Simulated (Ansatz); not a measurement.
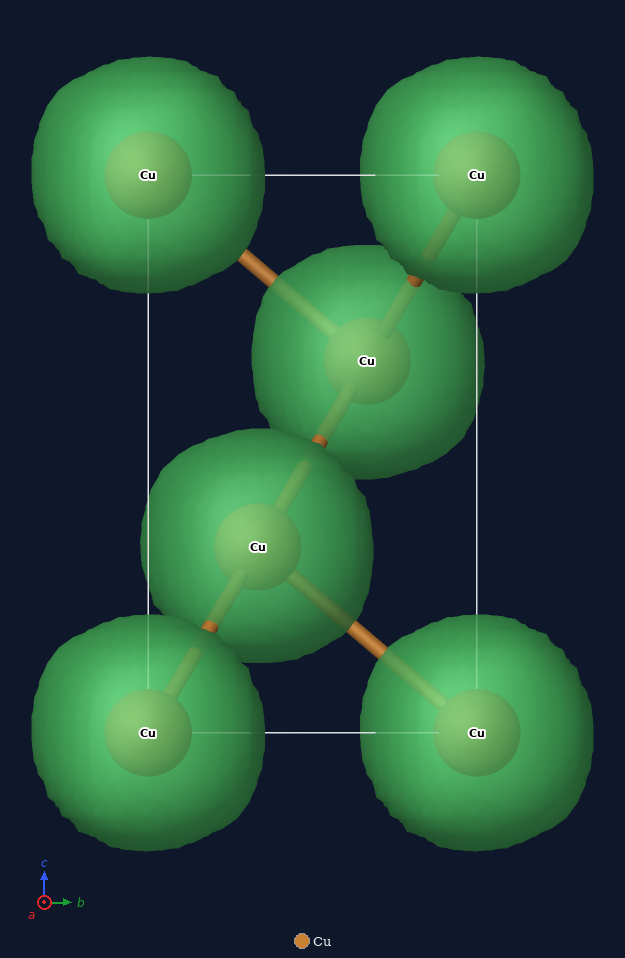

*Cu. Isosurface of the valence pseudo-density at 0.5 e/Å³ (green), seen along the a axis. Sticks mark near contacts.*

Space group R-3m; computed pressure about 16 GPa in this cell; computed without spin polarisation.

These are results of DFT r2SCAN, scalar-relativistic, plane waves, PAW (Ansatz), not measurements.

In a PAW calculation such maps are meaningful between the atoms, not at the nuclei.

**What does this surface tell about the bonding?**

At this value the density breaks into separate islands; it holds about 90 % of the electrons treated as valence (semicore included). It bridges none of the near contacts. It is pinched off along the sampled Cu–Cu (2.29 Å) contacts. On the grid the lowest density along these lines, outside the cores, is 0.37 e/Å³ (Cu–Cu, 2.29 Å).

**Does the calculation make it a metal, or give it a gap?**

It is metallic or semimetallic at this level of theory: no gap opens.
